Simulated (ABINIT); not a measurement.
# GaN: geometry relaxation (part 3 of 4)

The same run, continued: GaN (4 atoms in the cell); Kohn-Sham DFT of a periodic cell, PBE, PseudoDojo NC SR PBE v0.4.1 standard, no spin polarisation (ABINIT 10.8.3); cutoff 1142.88 eV, 8×8×4 k-mesh, fermi-dirac of 0.05 eV. The structure derives from an entry of the Crystallography Open Database.

Geometry of the input (Å; fractional positions):
```
3.1800  0.0000  0.0000
-1.5900  2.7540  0.0000
0.0000  0.0000  5.1660
Ga 0.3333  0.6667  0.0000
Ga 0.6667  0.3333  0.5000
N  0.3333  0.6667  0.3750
N  0.6667  0.3333  0.8750
```

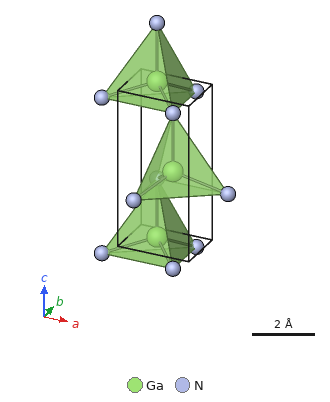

*The starting structure (polyhedral view of the cell of the calculation, seen slightly off an axis; polyhedra are completed across the faces of the cell).*

**Output, continued**
```
 Cartesian coordinates (xcart) [bohr]
 -3.37430885513723E-11  3.51206722277961E+00 -6.88610161714532E-03
  3.04153943475351E+00  1.75603361138981E+00  4.95162983059714E+00
 -3.37430885513723E-11  3.51206722277961E+00  3.72577305077786E+00
  3.04153943475351E+00  1.75603361138981E+00  8.68428898299215E+00
 Reduced coordinates (xred)
  3.33333333333333E-01  6.66666666666667E-01 -6.94371230352208E-04
  6.66666666666667E-01  3.33333333333333E-01  4.99305628769648E-01
  3.33333333333333E-01  6.66666666666667E-01  3.75694371230352E-01
  6.66666666666667E-01  3.33333333333333E-01  8.75694371230352E-01
 Cartesian forces (fcart) [Ha/bohr]; max,rms= 2.47426E-04 1.42852E-04 (free atoms)
 -1.77058051089031E-28 -5.11122567301406E-28 -2.47426386093202E-04
 -8.85290255445156E-28  7.15571594211081E-28 -2.47426386093202E-04
  5.31174153267094E-28 -1.73781672881389E-27  2.47426386093202E-04
  5.31174153267094E-28  1.53336770190422E-27  2.47426386093202E-04
 Gradient of E wrt nuclear positions in reduced coordinates (gred)
  1.07705808926175E-27  2.15411617852351E-27  2.45373535498669E-03
  5.38529044630877E-27 -6.46234853557053E-27  2.45373535498669E-03
 -3.23117426778526E-27  1.07705808926175E-26 -2.45373535498669E-03
 -3.23117426778526E-27 -6.46234853557053E-27 -2.45373535498669E-03
 Scale of Primitive Cell (acell) [bohr]
  6.08307886954076E+00  6.08307886949920E+00  9.91703186442857E+00
 Real space primitive translations (rprimd) [bohr]
  6.08307886954076E+00  0.00000000000000E+00  0.00000000000000E+00
 -3.04153943482100E+00  5.26810083416941E+00  0.00000000000000E+00
  0.00000000000000E+00  0.00000000000000E+00  9.91703186442857E+00
 Unitary Cell Volume (ucvol) [Bohr^3]=  3.17803909157677E+02
 Angles (23,13,12)= [degrees]
  9.00000000000000E+01  9.00000000000000E+01  1.20000000000776E+02
 Lengths [Bohr]
  6.08307886954076E+00  6.08307886949920E+00  9.91703186442857E+00
 Stress tensor in cartesian coordinates (strten) [Ha/bohr^3]
  7.36833479092480E-07  2.04825448446000E-13  0.00000000000000E+00
  2.04825448446000E-13  7.36834104002326E-07  0.00000000000000E+00
  0.00000000000000E+00  0.00000000000000E+00  5.05807826552129E-06
 Total energy (etotal) [Ha]= -1.73761021420608E+02

 Difference of energy with previous step (new-old):
           Absolute (Ha)=-1.15835E-06
           Relative     =-6.66634E-09

--- Iteration: ( 6/60) Internal Cycle: (1/1)
--------------------------------------------------------------------------------

---SELF-CONSISTENT-FIELD CONVERGENCE--------------------------------------------

--- !BeginCycle
iteration_state: {dtset: 1, itime: 6, icycle: 1, }
solver: {iscf: 7, nstep: 100, nline: 4, wfoptalg: 0, }
tolerances: {tolvrs: 1.00E-10, }
...

     iter   Etot(hartree)      deltaE(h)  residm     vres2
 ETOT  1  -173.76101557419    -1.738E+02 5.692E-07 5.165E-02
 ETOT  2  -173.76102198101    -6.407E-06 2.382E-08 1.758E-03
 ETOT  3  -173.76102238934    -4.083E-07 3.206E-08 1.505E-04
 ETOT  4  -173.76102241267    -2.333E-08 1.300E-09 2.635E-05
 ETOT  5  -173.76102241714    -4.472E-09 2.588E-10 2.171E-06
 ETOT  6  -173.76102241747    -3.345E-10 1.192E-10 7.440E-08
 ETOT  7  -173.76102241748    -4.889E-12 3.552E-11 3.309E-09
 ETOT  8  -173.76102241748     9.379E-13 1.918E-11 2.422E-10
 ETOT  9  -173.76102241748    -3.496E-12 5.558E-12 4.918E-12

 At SCF step    9       vres2   =  4.92E-12 < tolvrs=  1.00E-10 =>converged.

 Cartesian components of stress tensor (hartree/bohr^3)
  sigma(1 1)=  2.53643380E-07  sigma(3 2)=  0.00000000E+00
  sigma(2 2)=  2.53644005E-07  sigma(3 1)=  0.00000000E+00
  sigma(3 3)=  4.92575943E-06  sigma(2 1)=  2.04843090E-13

--- !ResultsGS
iteration_state: {dtset: 1, itime: 6, icycle: 1, }
comment   : Summary of ground state results
lattice_vectors:
- [  6.0835951,   0.0000000,   0.0000000, ]
- [ -3.0417976,   5.2685479,   0.0000000, ]
- [  0.0000000,   0.0000000,   9.9148062, ]
lattice_lengths: [   6.08360,    6.08360,    9.91481, ]
lattice_angles: [ 90.000,  90.000, 120.000, ] # degrees, (23, 13, 12)
lattice_volume:   3.1778652E+02
convergence: {deltae: -3.496E-12, res2:  4.918E-12, residm:  5.558E-12, diffor: null, }
etotal    :  -1.73761022E+02
entropy   :   0.00000000E+00
fermie    :   2.18163288E-01
cartesian_stress_tensor: # hartree/bohr^3
- [  2.53643380E-07,   2.04843090E-13,   0.00000000E+00, ]
- [  2.04843090E-13,   2.53644005E-07,   0.00000000E+00, ]
- [  0.00000000E+00,   0.00000000E+00,   4.92575943E-06, ]
pressure_GPa:  -5.3282E-02
xred      :
- [  3.3333E-01,   6.6667E-01,  -8.2032E-04, Ga]
- [  6.6667E-01,   3.3333E-01,   4.9918E-01, Ga]
- [  3.3333E-01,   6.6667E-01,   3.7582E-01,  N]
- [  6.6667E-01,   3.3333E-01,   8.7582E-01,  N]
cartesian_forces: # hartree/bohr
- [ -1.77043025E-28,  -1.12437422E-27,  -2.11325220E-05, ]
- [ -1.77043025E-28,   5.11079192E-28,  -2.11325220E-05, ]
- [  5.31129076E-28,  -7.15510868E-28,   2.11325220E-05, ]
- [ -1.77043025E-28,   1.32880590E-27,   2.11325220E-05, ]
force_length_stats: {min:   2.11325220E-05, max:   2.11325220E-05, mean:   2.11325220E-05, }
...

 Integrated electronic density in atomic spheres:
 ------------------------------------------------
 Atom  Sphere_radius  Integrated_density
    1        2.00000         10.86771332
    2        2.00000         10.86771332
    3        2.00000          5.21404456
    4        2.00000          5.21404456

---OUTPUT-----------------------------------------------------------------------

 Cartesian coordinates (xcart) [bohr]
 -3.37459011545801E-11  3.51236529452601E+00 -8.13330120087985E-03
  3.04179757245805E+00  1.75618264726301E+00  4.94926977744287E+00
 -3.37459011545801E-11  3.51236529452601E+00  3.72618561018369E+00
  3.04179757245805E+00  1.75618264726301E+00  8.68358868882745E+00
 Reduced coordinates (xred)
  3.33333333333333E-01  6.66666666666667E-01 -8.20318730578689E-04
  6.66666666666667E-01  3.33333333333333E-01  4.99179681269421E-01
  3.33333333333333E-01  6.66666666666667E-01  3.75820318730579E-01
  6.66666666666667E-01  3.33333333333333E-01  8.75820318730579E-01
 Cartesian forces (fcart) [Ha/bohr]; max,rms= 2.11325E-05 1.22009E-05 (free atoms)
 -1.77043025316346E-28 -1.12437422158810E-27 -2.11325219625051E-05
 -1.77043025316346E-28  5.11079191628480E-28 -2.11325219625051E-05
  5.31129075949038E-28 -7.15510868277150E-28  2.11325219625051E-05
 -1.77043025316346E-28  1.32880589823677E-27  2.11325219625051E-05
 Gradient of E wrt nuclear positions in reduced coordinates (gred)
  1.07705808926175E-27  5.38529044630877E-27  2.09524858872859E-04
  1.07705808926175E-27 -3.23117426778526E-27  2.09524858872859E-04
 -3.23117426778526E-27  5.38529044630877E-27 -2.09524858872859E-04
  1.07705808926175E-27 -7.53940662483228E-27 -2.09524858872859E-04
 Scale of Primitive Cell (acell) [bohr]
  6.08359514494984E+00  6.08359514490828E+00  9.91480615728750E+00
 Real space primitive translations (rprimd) [bohr]
  6.08359514494984E+00  0.00000000000000E+00  0.00000000000000E+00
 -3.04179757252554E+00  5.26854794178902E+00  0.00000000000000E+00
  0.00000000000000E+00  0.00000000000000E+00  9.91480615728750E+00
 Unitary Cell Volume (ucvol) [Bohr^3]=  3.17786518227339E+02
 Angles (23,13,12)= [degrees]
  9.00000000000000E+01  9.00000000000000E+01  1.20000000000776E+02
 Lengths [Bohr]
  6.08359514494984E+00  6.08359514490828E+00  9.91480615728750E+00
 Stress tensor in cartesian coordinates (strten) [Ha/bohr^3]
  2.53643379886231E-07  2.04843090321554E-13  0.00000000000000E+00
  2.04843090321554E-13  2.53644004837711E-07  0.00000000000000E+00
  0.00000000000000E+00  0.00000000000000E+00  4.92575942567450E-06
 Total energy (etotal) [Ha]= -1.73761022417479E+02

 Difference of energy with previous step (new-old):
           Absolute (Ha)=-9.96872E-07
           Relative     =-5.73703E-09

--- Iteration: ( 7/60) Internal Cycle: (1/1)
--------------------------------------------------------------------------------

---SELF-CONSISTENT-FIELD CONVERGENCE--------------------------------------------

--- !BeginCycle
iteration_state: {dtset: 1, itime: 7, icycle: 1, }
solver: {iscf: 7, nstep: 100, nline: 4, wfoptalg: 0, }
tolerances: {tolvrs: 1.00E-10, }
...

     iter   Etot(hartree)      deltaE(h)  residm     vres2
 ETOT  1  -173.76102053411    -1.738E+02 3.090E-06 1.806E-02
 ETOT  2  -173.76102250969    -1.976E-06 9.415E-09 6.953E-04
 ETOT  3  -173.76102267677    -1.671E-07 6.126E-09 1.777E-04
 ETOT  4  -173.76102269765    -2.088E-08 1.927E-09 3.558E-05
 ETOT  5  -173.76102270353    -5.881E-09 5.452E-10 2.692E-06
 ETOT  6  -173.76102270393    -4.003E-10 2.983E-10 4.364E-08
 ETOT  7  -173.76102270393    -7.390E-13 6.646E-11 1.256E-09
 ETOT  8  -173.76102270393    -3.581E-12 4.794E-11 2.126E-10
 ETOT  9  -173.76102270394    -3.979E-13 1.057E-11 3.525E-12

 At SCF step    9       vres2   =  3.53E-12 < tolvrs=  1.00E-10 =>converged.

 Cartesian components of stress tensor (hartree/bohr^3)
  sigma(1 1)= -4.83357851E-07  sigma(3 2)=  0.00000000E+00
  sigma(2 2)= -4.83357226E-07  sigma(3 1)=  0.00000000E+00
  sigma(3 3)=  2.48205269E-06  sigma(2 1)=  2.04916699E-13

--- !ResultsGS
iteration_state: {dtset: 1, itime: 7, icycle: 1, }
comment   : Summary of ground state results
lattice_vectors:
- [  6.0837135,   0.0000000,   0.0000000, ]
- [ -3.0418568,   5.2686505,   0.0000000, ]
- [  0.0000000,   0.0000000,   9.9122325, ]
lattice_lengths: [   6.08371,    6.08371,    9.91223, ]
lattice_angles: [ 90.000,  90.000, 120.000, ] # degrees, (23, 13, 12)
lattice_volume:   3.1771639E+02
convergence: {deltae: -3.979E-13, res2:  3.525E-12, residm:  1.057E-11, diffor: null, }
etotal    :  -1.73761023E+02
entropy   :   0.00000000E+00
fermie    :   2.18278762E-01
cartesian_stress_tensor: # hartree/bohr^3
- [ -4.83357851E-07,   2.04916699E-13,   0.00000000E+00, ]
- [  2.04916699E-13,  -4.83357226E-07,   0.00000000E+00, ]
- [  0.00000000E+00,   0.00000000E+00,   2.48205269E-06, ]
pressure_GPa:  -1.4861E-02
xred      :
- [  3.3333E-01,   6.6667E-01,  -8.6973E-04, Ga]
- [  6.6667E-01,   3.3333E-01,   4.9913E-01, Ga]
- [  3.3333E-01,   6.6667E-01,   3.7587E-01,  N]
- [  6.6667E-01,   3.3333E-01,   8.7587E-01,  N]
cartesian_forces: # hartree/bohr
- [ -5.31118741E-28,  -7.15496945E-28,   4.13720654E-05, ]
- [  1.77039580E-28,  -3.06641548E-28,   4.13720654E-05, ]
- [  1.77039580E-28,  -3.06641548E-28,  -4.13720654E-05, ]
- [  1.77039580E-28,   1.32878004E-27,  -4.13720654E-05, ]
force_length_stats: {min:   4.13720654E-05, max:   4.13720654E-05, mean:   4.13720654E-05, }
...

 Integrated electronic density in atomic spheres:
 ------------------------------------------------
 Atom  Sphere_radius  Integrated_density
    1        2.00000         10.86819423
    2        2.00000         10.86819423
    3        2.00000          5.21484413
    4        2.00000          5.21484413

---OUTPUT-----------------------------------------------------------------------

 Cartesian coordinates (xcart) [bohr]
 -3.37461972228153E-11  3.51243364242602E+00 -8.62093544904540E-03
  3.04185676347575E+00  1.75621682121301E+00  4.94749533203481E+00
 -3.37461972228153E-11  3.51243364242602E+00  3.72570813606194E+00
  3.04185676347575E+00  1.75621682121301E+00  8.68182440354579E+00
 Reduced coordinates (xred)
  3.33333333333333E-01  6.66666666666667E-01 -8.69726917587239E-04
  6.66666666666667E-01  3.33333333333333E-01  4.99130273082413E-01
  3.33333333333333E-01  6.66666666666667E-01  3.75869726917587E-01
  6.66666666666667E-01  3.33333333333333E-01  8.75869726917587E-01
 Cartesian forces (fcart) [Ha/bohr]; max,rms= 4.13721E-05 2.38862E-05 (free atoms)
 -5.31118740790949E-28 -7.15496945272644E-28  4.13720654421375E-05
  1.77039580263649E-28 -3.06641547970103E-28  4.13720654421375E-05
  1.77039580263649E-28 -3.06641547970103E-28 -4.13720654421375E-05
  1.77039580263649E-28  1.32878004121285E-27 -4.13720654421375E-05
 Gradient of E wrt nuclear positions in reduced coordinates (gred)
  3.23117426778526E-27  2.15411617852351E-27 -4.10089533114368E-04
 -1.07705808926175E-27  2.15411617852351E-27 -4.10089533114369E-04
 -1.07705808926175E-27  2.15411617852351E-27  4.10089533114369E-04
 -1.07705808926175E-27 -6.46234853557053E-27  4.10089533114369E-04
 Scale of Primitive Cell (acell) [bohr]
  6.08371352698525E+00  6.08371352694368E+00  9.91223253496770E+00
 Real space primitive translations (rprimd) [bohr]
  6.08371352698525E+00  0.00000000000000E+00  0.00000000000000E+00
 -3.04185676354324E+00  5.26865046363903E+00  0.00000000000000E+00
  0.00000000000000E+00  0.00000000000000E+00  9.91223253496770E+00
 Unitary Cell Volume (ucvol) [Bohr^3]=  3.17716393891694E+02
 Angles (23,13,12)= [degrees]
  9.00000000000000E+01  9.00000000000000E+01  1.20000000000776E+02
 Lengths [Bohr]
  6.08371352698525E+00  6.08371352694368E+00  9.91223253496770E+00
 Stress tensor in cartesian coordinates (strten) [Ha/bohr^3]
 -4.83357851261551E-07  2.04916699233753E-13  0.00000000000000E+00
  2.04916699233753E-13 -4.83357226035985E-07  0.00000000000000E+00
  0.00000000000000E+00  0.00000000000000E+00  2.48205269186980E-06
 Total energy (etotal) [Ha]= -1.73761022703935E+02

 Difference of energy with previous step (new-old):
           Absolute (Ha)=-2.86456E-07
           Relative     =-1.64856E-09

--- Iteration: ( 8/60) Internal Cycle: (1/1)
--------------------------------------------------------------------------------

---SELF-CONSISTENT-FIELD CONVERGENCE--------------------------------------------

--- !BeginCycle
iteration_state: {dtset: 1, itime: 8, icycle: 1, }
solver: {iscf: 7, nstep: 100, nline: 4, wfoptalg: 0, }
tolerances: {tolvrs: 1.00E-10, }
...

     iter   Etot(hartree)      deltaE(h)  residm     vres2
 ETOT  1  -173.76102243494    -1.738E+02 3.082E-07 3.161E-03
 ETOT  2  -173.76102274682    -3.119E-07 3.763E-09 1.128E-04
 ETOT  3  -173.76102277037    -2.355E-08 5.335E-09 4.189E-05
 ETOT  4  -173.76102277539    -5.012E-09 5.286E-10 7.736E-06
 ETOT  5  -173.76102277668    -1.292E-09 1.633E-10 6.064E-07
 ETOT  6  -173.76102277676    -8.512E-11 6.500E-11 3.095E-09
 ETOT  7  -173.76102277676    -1.194E-12 1.591E-11 1.923E-10
 ETOT  8  -173.76102277676     3.126E-13 1.123E-11 2.033E-11

 At SCF step    8       vres2   =  2.03E-11 < tolvrs=  1.00E-10 =>converged.

 Cartesian components of stress tensor (hartree/bohr^3)
  sigma(1 1)= -5.49344995E-07  sigma(3 2)=  0.00000000E+00
  sigma(2 2)= -5.49344370E-07  sigma(3 1)=  0.00000000E+00
  sigma(3 3)=  5.50633436E-07  sigma(2 1)=  2.04966576E-13

--- !ResultsGS
iteration_state: {dtset: 1, itime: 8, icycle: 1, }
comment   : Summary of ground state results
lattice_vectors:
- [  6.0838363,   0.0000000,   0.0000000, ]
- [ -3.0419182,   5.2687568,   0.0000000, ]
- [  0.0000000,   0.0000000,   9.9106648, ]
lattice_lengths: [   6.08384,    6.08384,    9.91066, ]
lattice_angles: [ 90.000,  90.000, 120.000, ] # degrees, (23, 13, 12)
lattice_volume:   3.1767897E+02
convergence: {deltae:  3.126E-13, res2:  2.033E-11, residm:  1.123E-11, diffor: null, }
etotal    :  -1.73761023E+02
entropy   :   0.00000000E+00
fermie    :   2.18340808E-01
cartesian_stress_tensor: # hartree/bohr^3
- [ -5.49344995E-07,   2.04966576E-13,   0.00000000E+00, ]
- [  2.04966576E-13,  -5.49344370E-07,   0.00000000E+00, ]
- [  0.00000000E+00,   0.00000000E+00,   5.50633436E-07, ]
pressure_GPa:   5.3748E-03
xred      :
- [  3.3333E-01,   6.6667E-01,  -8.7688E-04, Ga]
- [  6.6667E-01,   3.3333E-01,   4.9912E-01, Ga]
- [  3.3333E-01,   6.6667E-01,   3.7588E-01,  N]
- [  6.6667E-01,   3.3333E-01,   8.7588E-01,  N]
cartesian_forces: # hartree/bohr
- [  3.54072014E-28,   4.08847145E-28,   2.73531158E-05, ]
- [ -3.54072014E-28,   8.17694291E-28,   2.73531158E-05, ]
- [  3.54072014E-28,  -1.22654144E-27,  -2.73531158E-05, ]
- [ -3.54072014E-28,  -3.40176973E-39,  -2.73531158E-05, ]
force_length_stats: {min:   2.73531158E-05, max:   2.73531158E-05, mean:   2.73531158E-05, }
...

 Integrated electronic density in atomic spheres:
 ------------------------------------------------
 Atom  Sphere_radius  Integrated_density
    1        2.00000         10.86809579
    2        2.00000         10.86809579
    3        2.00000          5.21479767
    4        2.00000          5.21479767

---OUTPUT-----------------------------------------------------------------------
```
